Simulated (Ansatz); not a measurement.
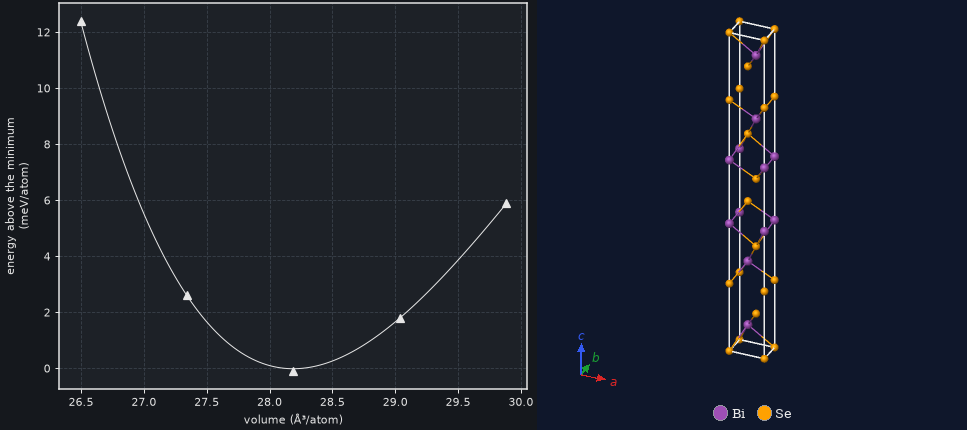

The plot gives the computed energy above the minimum against volume for Bi₂Se₃, space group R-3m (No. 166). The conventional cell is drawn beside the plot.

Structure:
```
Bi Se
1.0
     2.06517    1.19233    9.53991
    -2.06517    1.19233    9.53991
     0.00000   -2.38465    9.53991
Bi Se
2 3
Direct
  0.40026 0.40026 0.40026
  0.59974 0.59974 0.59974
  0.00000 0.00000 0.00000
  0.21164 0.21164 0.21164
  0.78836 0.78836 0.78836
```

How it was computed, with Ansatz 0.2.0: third-order Birch-Murnaghan fit to density functional energies at scaled volumes of the given relaxed cell, shape and atoms relaxed at each volume; energies count from the fitted minimum; plane waves with PAW datasets, Γ-centred k mesh. Level: PBEsol, no spin polarisation.

| setting | value |
| --- | --- |
| wave cutoff | 420 eV |
| k mesh | 12×12×12 |
| occupations | Gaussian |
| smearing width | 0.01 eV |

From this curve and the settings, what does the calculation give for the pressure and gap on the k mesh at the same points?

The pressure falls from 2.69 GPa at volume 26.497 Å³/atom to −0.94 GPa at 29.880 Å³/atom, and changes sign near 28.17 Å³/atom. The gap on the k mesh stays open and runs from 0.037 eV at volume 26.497 Å³/atom to 0.430 eV at 29.880 Å³/atom, with its least value, 0.034 eV, at 27.343 Å³/atom.

| volume (Å³/atom) | pressure (GPa) | gap on the k mesh (eV) |
| --- | --- | --- |
| 26.497 | 2.69 | 0.037 |
| 27.343 | 1.13 | 0.034 |
| 28.189 | −0.02 | 0.123 |
| 29.034 | −0.63 | 0.267 |
| 29.880 | −0.94 | 0.430 |

Note: a crossing between the sampled k points may be missed; pressure derivative unusual.
